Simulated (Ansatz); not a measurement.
The structure in question:

```
CELL_PARAMETERS angstrom
5.74592 0.00000 0.00000
0.00000 5.74592 0.00000
0.00000 0.00000 5.74592
ATOMIC_POSITIONS crystal
Ga 0.00000 0.00000 0.00000
As 0.25000 0.25000 0.75000
Ga 0.00000 0.50000 0.50000
As 0.25000 0.75000 0.25000
Ga 0.50000 0.00000 0.50000
As 0.75000 0.25000 0.25000
Ga 0.50000 0.50000 0.00000
As 0.75000 0.75000 0.75000
```

Characterise the structure given above.

Answer. The stoichiometry is GaAs. Space group F-43m (No. 216), lattice face-centred cubic. Among the common structure types it is zinc blende (sphalerite type). In the cell are 4 Ga, 4 As, which makes 4 formula units. The polyhedra are GaAs4 tetrahedra; they share corners. The neighbours of Ga are four As in a tetrahedral arrangement at 2.49 Å. Each As atom has four Ga in a tetrahedral arrangement at 2.49 Å around it. The bonds build a three-dimensional framework.

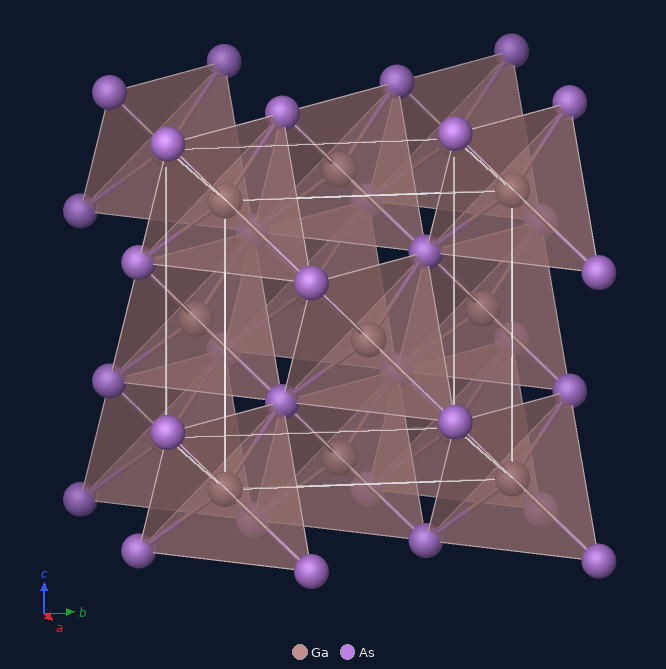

The image is a polyhedral drawing of a crystal, viewed slightly off an axis. The conventional unit cell is outlined; an atom on or near a face, edge or corner is repeated at each equivalent position. Some neighbours outside the box are added. Colours: gallium pink, arsenic purple.

The structure was taken from a structure listed in the Materials Project. The geometry was optimised with Ansatz 0.2.0, DFT PBE, scalar-relativistic, plane waves, PAW.
